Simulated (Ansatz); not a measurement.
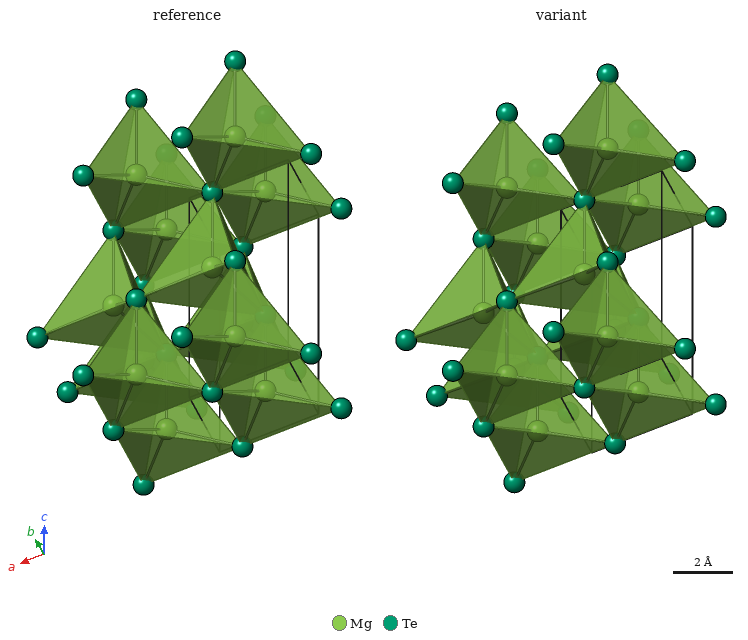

Left: a crystal of MgTe (set up in P6_3mc). Right: the same structure after one change, at the same scale. Style: polyhedral. Shown: the cell of the calculation, repeated 2 × 2 × 1 with one cell outlined, from a free direction.

These are results of DFT PBE, scalar-relativistic, plane waves, PAW in Ansatz 0.2.0, not measurements. Settings: plane-wave cutoff 420 eV; k-point mesh 6 × 6 × 4; occupations gaussian; smearing width 0.02 eV; no spin polarisation.

What distinguishes the right structure from the left one?

Uniaxial strain along c, −6.0 %, is applied. The a and b axes and the atoms are relaxed.

What does the change do?

The energy rises by 15.4 meV per atom. Pressure: 0.0 GPa before, 0.7 GPa after. The principal stresses (compression positive) are 2.1 GPa along c and none across it. The gap on the k-mesh: 2.37 eV before, 2.15 eV after. Cell: a = b 4.610 → 4.696 Å (+1.9 %), c 7.496 → 7.046 Å (−6.0 %). Volume −2.5 %. The largest moves relative to the cell, 0.066 Å, are those of Mg and Te atoms. Largest moves by element: Te 0.066 Å, Mg 0.066 Å. Among the bonded contacts that change: Mg–Te 2.819 → 2.786 to 2.810 Å. The space group stays P6_3mc (No. 186).
